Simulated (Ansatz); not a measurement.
The cell of ZrO2 in space group Fm-3m. Source of the atomic positions: the geometry relaxed with DFT PBEsol, scalar-relativistic, plane waves, PAW in Ansatz.

```xyz
12
Lattice="5.0643 0.0000 0.0000 0.0000 5.0643 0.0000 0.0000 0.0000 5.0643" Properties=species:S:1:pos:R:3 pbc="T T T"
Zr    0.0000    0.0000    0.0000
O     1.2661    3.7982    3.7982
O     1.2661    1.2661    3.7982
Zr    0.0000    2.5321    2.5321
O     1.2661    1.2661    1.2661
O     1.2661    3.7982    1.2661
Zr    2.5321    0.0000    2.5321
O     3.7982    3.7982    1.2661
O     3.7982    1.2661    1.2661
Zr    2.5321    2.5321    0.0000
O     3.7982    1.2661    3.7982
O     3.7982    3.7982    3.7982
```

At each point the valence sum V of a Li+ ion is computed from the anions within 5 Å (s = exp((R0 − d)/b), R0 fitted to published crystal structures with b = 0.37 Å; R0: Li+–O 1.449 Å). Points too close to the other cations are excluded (2.2 Å from Zr). Li+ is a guest here, not part of the formula. This is an empirical screen for pathways, not an energy calculation.

**Along which directions could Li+ move by this screen?**

No path opens below 0.7 v.u. These are grid estimates, good to about 0.1 v.u.

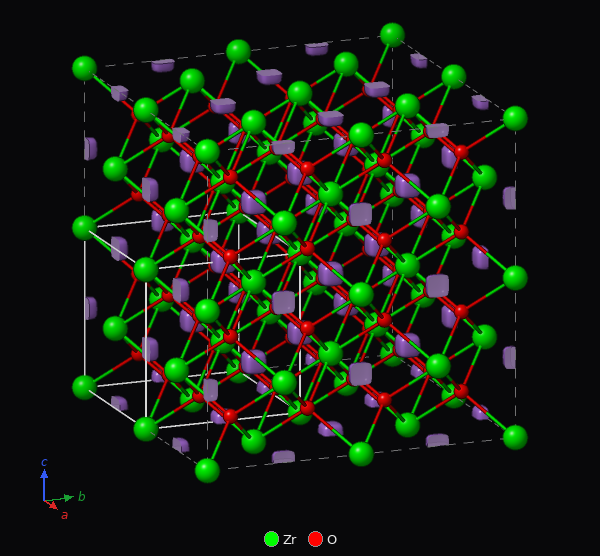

Bond-valence mismatch map for Li+ in ZrO$_{2}$ in space group Fm-3m: the purple surface encloses the points where |V − 1| < 0.4 v.u. (2×2×2 cells, view slightly off an axis). Pale faces close the region where the drawn box cuts it.
